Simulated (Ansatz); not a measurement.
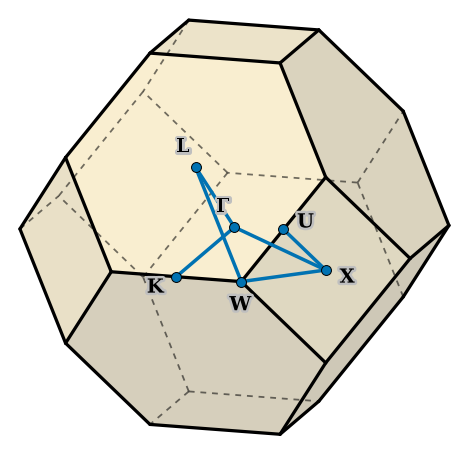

For Si, the end point of a relaxation with DFT PBEsol, scalar-relativistic, plane waves, PAW in Ansatz 0.2.0: the figure shows the first Brillouin zone with its special points and a band path. All values are computed from the atomic coordinates in the standard setting (tolerance 0.002 Å).

Labels and path follow the convention of Hinuma et al. (2017), as computed by seekpath.

Name the Bravais lattice of the crystal.

Answer. A face-centred cubic lattice (cF; extended symbol cF2). The zone is a truncated octahedron in its combinatorial type: 14 faces (6 with 4 edges, 8 with 6 edges), 36 edges, 24 vertices.

In which order does the conventional band path visit the special points?

Answer. Γ–X–U | K–Γ–L–W–X
